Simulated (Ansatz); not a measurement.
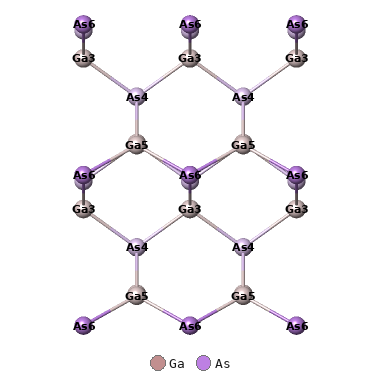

The system is H on a GaAs(110) slab cut from the F-43m phase, its upper half relaxed before the scan (6 atoms of substrate and one adsorbate in a 1 × 1 cell); the picture shows it without the atoms that are moved over the map. 
- H is moved over the surface cell; relaxed at each place: the height of the adsorbate's atoms; substrate rigid; the origin of the map has the adsorbate above As6.
- Places are given modulo a cell vector. The map is drawn in real space over the plane of the surface.
- The scan uses a 6 × 6 grid; 24 points were computed and 12 follow by symmetry.
- Energies are in eV, from the lowest grid point.
- At some places the adsorbate sinks to or below the level of the top layer. The magnetic moment jumps between some neighbouring points. With one adsorbate in each 1 × 1 cell, its nearest image is 4.1 Å away, so neighbouring adsorbates interact.
- These are results of DFT PBE, scalar-relativistic, plane waves, PAW in Ansatz, not measurements. Settings: cutoff 420 eV, k-mesh 7×5×1, gaussian smearing 0.05 eV, spin-polarised.

Range: position of H7 along the first surface vector from 0.000 to 0.833; position of H7 along the second surface vector from 0.000 to 0.833.

> What landscape does the calculation give?

The lowest grid point is at (0/6, 5/6) of the cell vectors [nearest 1 As at 1.54 Å]. The highest grid point, a place at or below the level of the top layer, (1/6, 4/6) of the cell vectors, lies 0.84 eV above the lowest. At the lowest point the adsorbate has 1 As at 1.54 Å as nearest neighbours, at the highest 1 As at 2.03 Å. Its relaxed height above the top atom is 1.20 Å at the lowest and 0.04 Å at the highest point.

| second ↓, first → | 0/6 | 1/6 | 2/6 | 3/6 | 4/6 | 5/6 |
| --- | --- | --- | --- | --- | --- | --- |
| 5/6 | 0.00 | 0.12 | 0.47 | 0.69 | 0.47 | 0.12 |
| 4/6 | 0.70 | 0.84 | 0.70 | 0.62 | 0.70 | 0.84 |
| 3/6 | 0.72 | 0.73 | 0.41 | 0.31 | 0.41 | 0.73 |
| 2/6 | 0.73 | 0.54 | 0.35 | 0.35 | 0.35 | 0.54 |
| 1/6 | 0.60 | 0.58 | 0.57 | 0.71 | 0.57 | 0.58 |
| 0/6 | 0.27 | 0.36 | 0.58 | 0.78 | 0.58 | 0.36 |

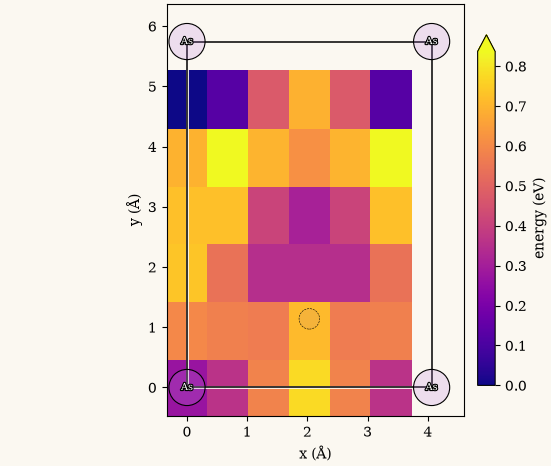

In the figure: one coloured cell a grid point, labelled circles for the atoms of the top layer and small ones for the second layer, the outline of one cell of the plane, one colour for all values above the top of the scale.

Each point was launched as `ansatz run input.yaml --threads 4 --pin off --max-ram 12288MiB --backend cpu --events-out ev --progress --plain --runs-dir out`. Time for the 24 points that were run: 64 min on 4 threads of Arm Neoverse V1, with other jobs on the host.

PAW datasets: the set soft_1.
